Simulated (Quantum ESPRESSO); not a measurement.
## Band-structure run of Ag

Ag (Fm-3m, 1 atom in the cell), computed with Kohn-Sham DFT of a periodic cell, revTPSS, SG15 PBE 1.2, no spin polarisation (Quantum ESPRESSO 7.5).

The structure derives from an entry of the Crystallography Open Database.

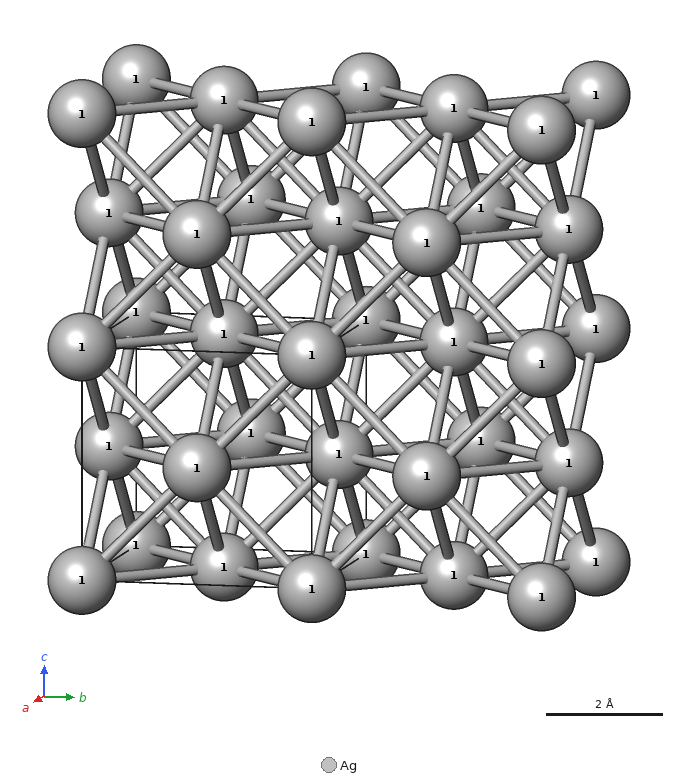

Fig. 1: The structure (ball-and-stick view of the cell 4 times as large as that of the calculation, set on its symmetry axes, repeated 1 × 2 × 2, seen slightly off an axis; atoms are numbered from 1 in the order of the input). An atom can appear more than once, as a periodic image.

Input
```
&CONTROL
  calculation = 'scf'
  prefix = 'pwscf'
  outdir = './tmp'
  pseudo_dir = './pseudo'
  tprnfor = .true.
  tstress = .true.
  disk_io = 'low'
/
&SYSTEM
  ibrav = 0
  nat = 1
  ntyp = 1
  ecutwfc = 70
  nbnd = 16
  input_dft = 'XC-000I-000I-000I-000I-212L-241L'
  occupations = 'smearing'
  smearing = 'fd'
  degauss = 0.00367493
  nosym = .true.
/
&ELECTRONS
  conv_thr = 1d-08
  electron_maxstep = 120
  mixing_beta = 0.5
/
ATOMIC_SPECIES
Ag   107.8682 Ag_ONCV_PBE-1.2.upf
CELL_PARAMETERS angstrom
   0.0000000000    2.0427500000    2.0427500000
   2.0427500000    0.0000000000    2.0427500000
   2.0427500000    2.0427500000    0.0000000000
ATOMIC_POSITIONS angstrom
Ag     0.0000000000    0.0000000000    0.0000000000
K_POINTS automatic
8 8 8 0 0 0
```

File bands.in
```
&CONTROL
  calculation = 'bands'
  prefix = 'pwscf'
  outdir = './tmp'
  pseudo_dir = './pseudo'
  disk_io = 'low'
  verbosity = 'high'
/
&SYSTEM
  ibrav = 0
  nat = 1
  ntyp = 1
  ecutwfc = 70
  nbnd = 16
  input_dft = 'XC-000I-000I-000I-000I-212L-241L'
  occupations = 'smearing'
  smearing = 'fd'
  degauss = 0.00367493
  nosym = .true.
/
&ELECTRONS
  conv_thr = 1d-08
  electron_maxstep = 120
  mixing_beta = 0.5
  diago_full_acc = .true.
  startingwfc = 'random'
/
ATOMIC_SPECIES
Ag   107.8682 Ag_ONCV_PBE-1.2.upf
CELL_PARAMETERS angstrom
   0.0000000000    2.0427500000    2.0427500000
   2.0427500000    0.0000000000    2.0427500000
   2.0427500000    2.0427500000    0.0000000000
ATOMIC_POSITIONS angstrom
Ag     0.0000000000    0.0000000000    0.0000000000
K_POINTS crystal
60
 0.0000000000  0.0000000000  0.0000000000 1
 0.0625000000  0.0000000000  0.0625000000 1
 0.1250000000  0.0000000000  0.1250000000 1
 0.1875000000  0.0000000000  0.1875000000 1
 0.2500000000  0.0000000000  0.2500000000 1
 0.3125000000  0.0000000000  0.3125000000 1
 0.3750000000  0.0000000000  0.3750000000 1
 0.4375000000  0.0000000000  0.4375000000 1
 0.5000000000  0.0000000000  0.5000000000 1
 0.5000000000  0.0625000000  0.5625000000 1
 0.5000000000  0.1250000000  0.6250000000 1
 0.5000000000  0.1875000000  0.6875000000 1
 0.5000000000  0.2500000000  0.7500000000 1
 0.4375000000  0.3125000000  0.7500000000 1
 0.3750000000  0.3750000000  0.7500000000 1
 0.3375000000  0.3375000000  0.6750000000 1
 0.3000000000  0.3000000000  0.6000000000 1
 0.2625000000  0.2625000000  0.5250000000 1
 0.2250000000  0.2250000000  0.4500000000 1
 0.1875000000  0.1875000000  0.3750000000 1
 0.1500000000  0.1500000000  0.3000000000 1
 0.1125000000  0.1125000000  0.2250000000 1
 0.0750000000  0.0750000000  0.1500000000 1
 0.0375000000  0.0375000000  0.0750000000 1
 0.0000000000  0.0000000000  0.0000000000 1
 0.0625000000  0.0625000000  0.0625000000 1
 0.1250000000  0.1250000000  0.1250000000 1
 0.1875000000  0.1875000000  0.1875000000 1
 0.2500000000  0.2500000000  0.2500000000 1
 0.3125000000  0.3125000000  0.3125000000 1
 0.3750000000  0.3750000000  0.3750000000 1
 0.4375000000  0.4375000000  0.4375000000 1
 0.5000000000  0.5000000000  0.5000000000 1
 0.5250000000  0.4500000000  0.5250000000 1
 0.5500000000  0.4000000000  0.5500000000 1
 0.5750000000  0.3500000000  0.5750000000 1
 0.6000000000  0.3000000000  0.6000000000 1
 0.6250000000  0.2500000000  0.6250000000 1
 0.5833333333  0.2500000000  0.6666666667 1
 0.5416666667  0.2500000000  0.7083333333 1
 0.5000000000  0.2500000000  0.7500000000 1
 0.5000000000  0.2857142857  0.7142857143 1
 0.5000000000  0.3214285714  0.6785714286 1
 0.5000000000  0.3571428571  0.6428571429 1
 0.5000000000  0.3928571429  0.6071428571 1
 0.5000000000  0.4285714286  0.5714285714 1
 0.5000000000  0.4642857143  0.5357142857 1
 0.5000000000  0.5000000000  0.5000000000 1
 0.4821428571  0.4821428571  0.5357142857 1
 0.4642857143  0.4642857143  0.5714285714 1
 0.4464285714  0.4464285714  0.6071428571 1
 0.4285714286  0.4285714286  0.6428571429 1
 0.4107142857  0.4107142857  0.6785714286 1
 0.3928571429  0.3928571429  0.7142857143 1
 0.3750000000  0.3750000000  0.7500000000 1
 0.6250000000  0.2500000000  0.6250000000 1
 0.5937500000  0.1875000000  0.5937500000 1
 0.5625000000  0.1250000000  0.5625000000 1
 0.5312500000  0.0625000000  0.5312500000 1
 0.5000000000  0.0000000000  0.5000000000 1
```

Run as:
```bash
OMP_NUM_THREADS=1 pw.x -in pw.in > pw.out
OMP_NUM_THREADS=1 pw.x -in bands.in > bands.out
```

What the program printed
```
This program is part of the open-source Quantum ESPRESSO suite
     for quantum simulation of materials; please cite
         "P. Giannozzi et al., J. Phys.:Condens. Matter 21 395502 (2009);
         "P. Giannozzi et al., J. Phys.:Condens. Matter 29 465901 (2017);
         "P. Giannozzi et al., J. Chem. Phys. 152 154105 (2020);
          URL
     in publications or presentations arising from this work. More details at

     IMPORTANT: XC functional enforced from input :
     Exchange-correlation= XC-000I-000I-000I-000I-212L-241L
                           (   0   0   0   0   0 212 241)
     Any further DFT definition will be discarded
     Please, verify this is what you really want

     G-vector sticks info
     --------------------
     sticks:   dense  smooth     PW     G-vecs:    dense   smooth      PW
     Sum         583     583    187                 9185     9185    1687

     Using Slab Decomposition

     bravais-lattice index     =            0
     lattice parameter (alat)  =       5.4592  a.u.
     unit-cell volume          =     115.0462 (a.u.)^3
     number of atoms/cell      =            1
     number of atomic types    =            1
     number of electrons       =        19.00
     number of Kohn-Sham states=           16
     kinetic-energy cutoff     =      70.0000  Ry
     charge density cutoff     =     280.0000  Ry
     scf convergence threshold =      1.0E-08
     mixing beta               =       0.5000
     number of iterations used =            8  plain     mixing
     Exchange-correlation= XC-000I-000I-000I-000I-212L-241L
                           (   0   0   0   0   0 212 241)

     celldm(1)=   5.459201  celldm(2)=   0.000000  celldm(3)=   0.000000
     celldm(4)=   0.000000  celldm(5)=   0.000000  celldm(6)=   0.000000

     crystal axes: (cart. coord. in units of alat)
               a(1) = (   0.000000   0.707107   0.707107 )
               a(2) = (   0.707107   0.000000   0.707107 )
               a(3) = (   0.707107   0.707107   0.000000 )

     reciprocal axes: (cart. coord. in units 2 pi/alat)
               b(1) = ( -0.707107  0.707107  0.707107 )
               b(2) = (  0.707107 -0.707107  0.707107 )
               b(3) = (  0.707107  0.707107 -0.707107 )

     PseudoPot. # 1 for Ag read from file:
     Ag_ONCV_PBE-1.2.upf
     Pseudo is Norm-conserving, Zval = 19.0
     Generated using ONCVPSP code by D. R. Hamann
     Using radial grid of  602 points,  6 beta functions with:
                l(1) =   0
                l(2) =   0
                l(3) =   1
                l(4) =   1
                l(5) =   2
                l(6) =   2

     atomic species   valence    mass     pseudopotential
     Ag               19.00   107.86820     Ag( 1.00)

     No symmetry found

   Cartesian axes

     site n.     atom                  positions (alat units)
         1        Ag     tau(   1) = (   0.0000000   0.0000000   0.0000000  )

     number of k points=   260  Fermi-Dirac smearing, width (Ry)=  0.0037

     Number of k-points >= 100: set verbosity='high' to print them.

     Dense  grid:     9185 G-vectors     FFT dimensions: (  30,  30,  30)

     WARNING: libxc functional with ID  212 depends
      on external parameters: check the user_guide of
      QE if you need to modify them or to check their
      default values.

     WARNING: libxc functional with ID  241 depends
      on external parameters: check the user_guide of
      QE if you need to modify them or to check their
      default values.

     Initial potential from superposition of free atoms

     starting charge      18.9609, renormalised to      19.0000
     Starting wfcs are random

     Self-consistent Calculation

     iteration #  1     ecut=    70.00 Ry     beta= 0.50
     Davidson diagonalization with overlap
     ethr =  1.00E-02,  avg # of iterations =  7.8

     total energy              =    -287.29439884 Ry
     estimated scf accuracy    <      23.94839607 Ry

     iteration #  2     ecut=    70.00 Ry     beta= 0.50
     Davidson diagonalization with overlap
     ethr =  1.00E-02,  avg # of iterations =  1.0

     total energy              =    -287.36869700 Ry
     estimated scf accuracy    <       5.99860781 Ry

     iteration #  3     ecut=    70.00 Ry     beta= 0.50
     Davidson diagonalization with overlap
     ethr =  1.00E-02,  avg # of iterations =  1.0

     total energy              =    -287.37082277 Ry
     estimated scf accuracy    <       0.01267856 Ry

     iteration #  4     ecut=    70.00 Ry     beta= 0.50
     Davidson diagonalization with overlap
     ethr =  6.67E-05,  avg # of iterations =  2.2

     total energy              =    -287.37130708 Ry
     estimated scf accuracy    <       0.00156327 Ry

     iteration #  5     ecut=    70.00 Ry     beta= 0.50
     Davidson diagonalization with overlap
     ethr =  8.23E-06,  avg # of iterations =  1.7

     total energy              =    -287.37130727 Ry
     estimated scf accuracy    <       0.00046237 Ry

     iteration #  6     ecut=    70.00 Ry     beta= 0.50
     Davidson diagonalization with overlap
     ethr =  2.43E-06,  avg # of iterations =  1.5

     total energy              =    -287.37131388 Ry
     estimated scf accuracy    <       0.00000191 Ry

     iteration #  7     ecut=    70.00 Ry     beta= 0.50
     Davidson diagonalization with overlap
     ethr =  1.01E-08,  avg # of iterations =  1.3

     total energy              =    -287.37131402 Ry
     estimated scf accuracy    <       0.00000017 Ry

     iteration #  8     ecut=    70.00 Ry     beta= 0.50
     Davidson diagonalization with overlap
     ethr =  8.72E-10,  avg # of iterations =  1.3

     total energy              =    -287.37131402 Ry
     estimated scf accuracy    <       0.00000034 Ry

     iteration #  9     ecut=    70.00 Ry     beta= 0.50
     Davidson diagonalization with overlap
     ethr =  8.72E-10,  avg # of iterations =  1.0

     total energy              =    -287.37131402 Ry
     estimated scf accuracy    <       0.00000011 Ry

     iteration # 10     ecut=    70.00 Ry     beta= 0.50
     Davidson diagonalization with overlap
     ethr =  5.84E-10,  avg # of iterations =  1.0

     End of self-consistent calculation

     Number of k-points >= 100: set verbosity='high' to print the bands.

     the Fermi energy is    17.6749 ev

!    total energy              =    -287.37131402 Ry
     estimated scf accuracy    <          9.3E-10 Ry
     smearing contrib. (-TS)   =      -0.00029264 Ry
     internal energy E=F+TS    =    -287.37102138 Ry

     The total energy is F=E-TS. E is the sum of the following terms:
     one-electron contribution =    -110.98601350 Ry
     hartree contribution      =      64.84971239 Ry
     xc contribution           =     -26.85218853 Ry
     ewald contribution        =    -214.38253174 Ry

     convergence has been achieved in  10 iterations

     Forces acting on atoms (cartesian axes, Ry/au):

     atom    1 type  1   force =     0.00000000    0.00000000    0.00000000

     Total force =     0.000000     Total SCF correction =     0.000001

     Computing stress (Cartesian axis) and pressure

          total   stress  (Ry/bohr**3)                   (kbar)     P=      -22.83
  -0.00015520   0.00000000   0.00000000          -22.83        0.00        0.00
   0.00000000  -0.00015520   0.00000000            0.00      -22.83        0.00
   0.00000000   0.00000000  -0.00015520            0.00        0.00      -22.83

=------------------------------------------------------------------------------=
   JOB DONE.
=------------------------------------------------------------------------------=
```

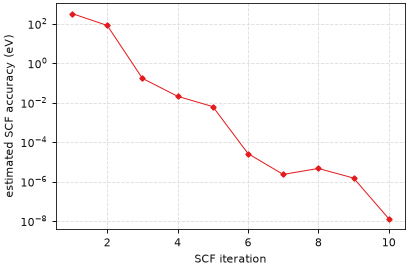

Fig. 2: Convergence of the self-consistent field: estimated SCF accuracy against the iteration. The field takes 10 iterations in all.

Summary

```json
{"quantity": "outcome", "value": "converged"}
{"quantity": "space group (tolerance 0.01 Å)", "value": "Fm-3m (225)"}
{"quantity": "electrons treated", "value": "19"}
{"quantity": "free energy", "value": "−3909.8859 eV"}
{"quantity": "Fermi energy", "value": "17.675 eV"}
{"quantity": "gap on the k-point mesh", "value": "none (metallic)"}
{"quantity": "pressure", "value": "−2.28 GPa"}
{"quantity": "largest force (length of the vector)", "value": "under 0.001 eV/Å"}
{"quantity": "hardware", "value": "1 thread of Arm Neoverse V1, 24 GiB of memory available, shared host"}
{"quantity": "wall time", "value": "4.6 min"}
{"quantity": "peak memory", "value": "0.11 GiB"}
```

Notes

Further notes kept with the run: potentials made for another functional. Points of doubt noted for this run: coarse mesh; potentials made for another functional.
